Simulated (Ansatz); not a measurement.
System GeS (space group Pnma, No. 62); source of the atomic positions: a calculation's input that goes back to an entry of the Crystallography Open Database (an earlier step may have relaxed or displaced it).

```cif
data_structure
_symmetry_space_group_name_H-M 'Pnma'
_symmetry_Int_Tables_number 62
_cell_length_a 10.4400
_cell_length_b 3.6500
_cell_length_c 4.3000
_cell_angle_alpha 90.000
_cell_angle_beta 90.000
_cell_angle_gamma 90.000
_cell_volume 163.86
loop_
_atom_site_label
_atom_site_type_symbol
_atom_site_symmetry_multiplicity
_atom_site_Wyckoff_symbol
_atom_site_fract_x
_atom_site_fract_y
_atom_site_fract_z
_atom_site_occupancy
Ge1 Ge 4 c 0.12100 0.25000 0.10600 1
S1 S 4 c 0.85200 0.25000 0.50300 1
```

Bonds are taken as Ge–S below 2.8 Å; no other contact counts. Simplification: prune 0- and 1-connected atoms, fold 2-connected ones into links.

What net does this leave?

The result is a uninodal 3-connected, two-periodic (layers) net: Ge and S are 3-connected nodes. It is the hcb net, known from graphene. The layers lie parallel to (100).

```tsv
node	links	point symbol	coordination sequence
Ge and S	3	6³	3 6 9 12 15 18 21 24
```

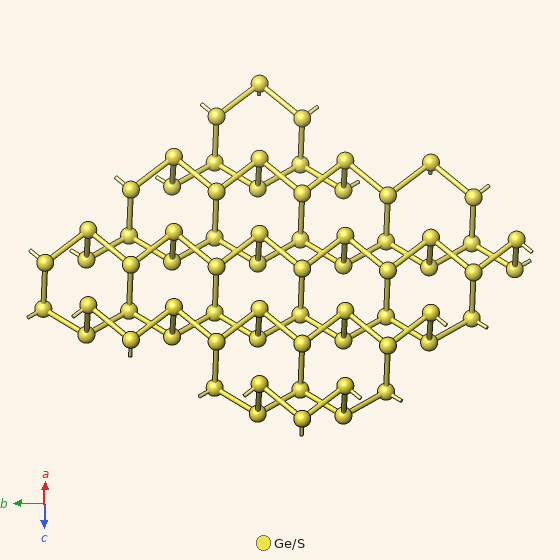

Nodes are coloured by topological kind. One layer is drawn. Short stubs are edges that leave the cut-out.
